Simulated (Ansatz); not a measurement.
```cif
data_structure
_symmetry_space_group_name_H-M 'P 1'
_symmetry_Int_Tables_number 1
_cell_length_a 2.4559
_cell_length_b 2.4559
_cell_length_c 39.4883
_cell_angle_alpha 90.000
_cell_angle_beta 90.000
_cell_angle_gamma 120.000
_cell_volume 206.26
loop_
_atom_site_label
_atom_site_type_symbol
_atom_site_fract_x
_atom_site_fract_y
_atom_site_fract_z
_atom_site_occupancy
C1 C 0.00000 0.00000 0.41082 1
C2 C 0.66667 0.33333 0.41081 1
C3 C 0.00000 0.00000 0.50000 1
C4 C 0.33333 0.66667 0.50000 1
C5 C 0.00000 0.00000 0.58918 1
C6 C 0.66667 0.33333 0.58919 1
```

The calculation used DFT r2SCAN, scalar-relativistic, plane waves, PAW (Ansatz 0.2.0).

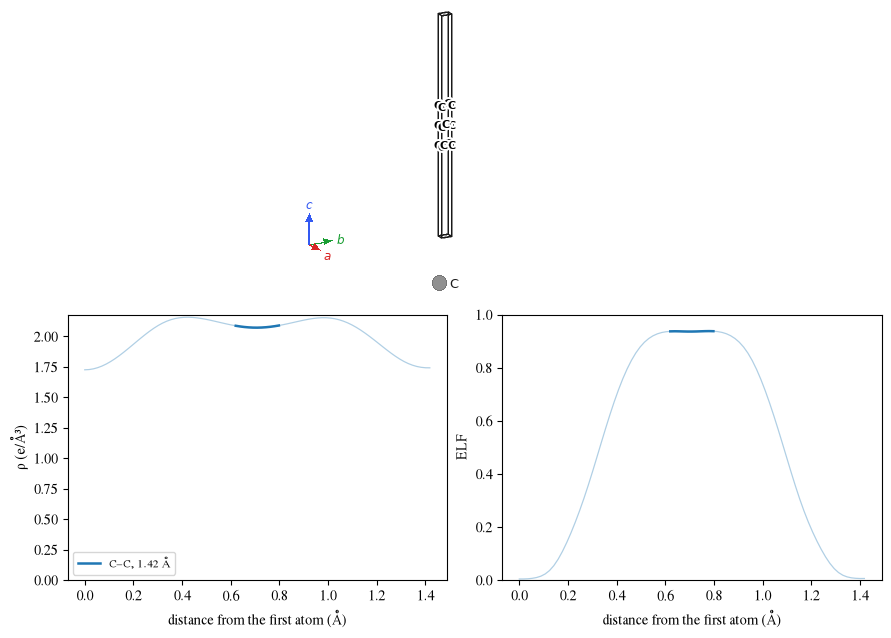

C (slab). Valence electron density and electron localisation function along straight lines between neighbouring atoms. Thin, pale parts lie inside the atomic spheres. The structure is drawn too.

In a PAW calculation such maps are meaningful between the atoms, not at the nuclei.

### What can be read from the curves?

C–C (1.42 Å): ρ is about 2.1 e/Å³ halfway; the ELF peaks at about 0.95 between the atoms, as expected for localised, covalent bonding.
